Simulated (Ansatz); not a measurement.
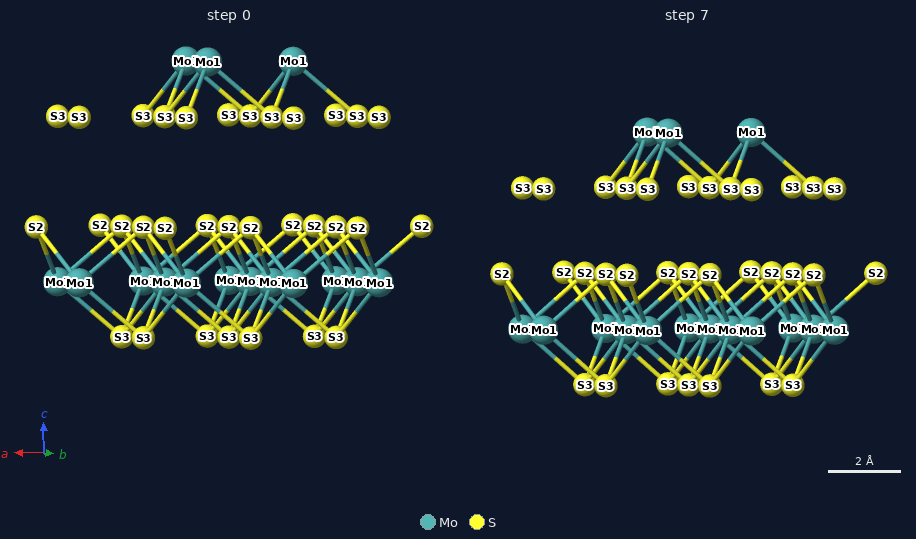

The structure of solid MoS₂ (set up in R3m) before (left) and after (right) a relaxation, at one scale.

A ball-and-stick model of the atoms within 5.8 Å of the atom that moves most (axes of the conventional cell (3 times the calculation's cell)), seen from a free direction. Lengths and directions refer to the drawn axes.

The run lets cell and atoms move.

Level of theory: Kohn-Sham DFT of a periodic cell, r2SCAN, Ansatz PAW (Ansatz 0.2.0).

Input file:
```yaml
crystal:
  lattice:
    - [1.58, 0.9122134253, 6.15]
    - [-1.58, 0.9122134253, 6.15]
    - [0.0, -1.8244268506, 6.15]
  atoms:
    - { symbol: Mo, position: [0.0, 0.0, 0.0] }
    - { symbol: S, position: [0.417, 0.417, 0.417] }
    - { symbol: S, position: [0.25, 0.25, 0.25] }
hamiltonian:
  xc: r2scan
  pseudopotentials: { kind: paw }
kpoints:
  mp_grid: { grid: [10, 10, 10] }
scf:
  occupations: { method: fermi_dirac, width: 0.05 }
output:
  forces: true
  stress: true
  eigenvalues: true
relax:
  f_tol: 0.01
  max_steps: 40
  cell: { stress_tol: 0.05, p_target: 20.0 }
```

Run as
```bash
ansatz run input.yaml --threads 2 --pin off --max-ram 5632MiB --backend cpu --events-out ev --progress --plain --runs-dir out
```

Q: What changed between the two?

A: After 6 accepted moves (7 points after the start) the energy has risen by 161 meV per atom. With the target pressure of 20 GPa, the enthalpy E + pV changes by −192 meV per atom. Largest force component: 0.36 eV/Å at the start, 0.00059 eV/Å at the end. The pressure goes from 4.18 to 19.99 GPa. At 1 point the geometry stayed and the basis and grid were re-selected for the new cell (energy shift of 0.6 meV per atom at most each time). The largest moves relative to the cell, 0.18 Å, are those of S2 and S3. S2 goes along +c. Mo stays in place. Cell: a = b 3.160 → 3.066 Å (−3.0 %), c 18.450 → 16.465 Å (−10.8 %). Volume −16.0 %. Some distances before and after: Mo1–Mo1 3.160 → 3.066 Å, Mo1–S3 2.386 → 2.352 Å, Mo1–S2 2.390 → 2.357 Å. Among the angles between lasting bonds that change: S2–Mo1–S3 80.4° → 82.5°. The space group stays R3m (No. 160). Cost: 58 s on 2 threads of Intel(R) Xeon(R) Platinum 8488C (Sapphire Rapids), on a shared host, peak memory 0.61 GiB.
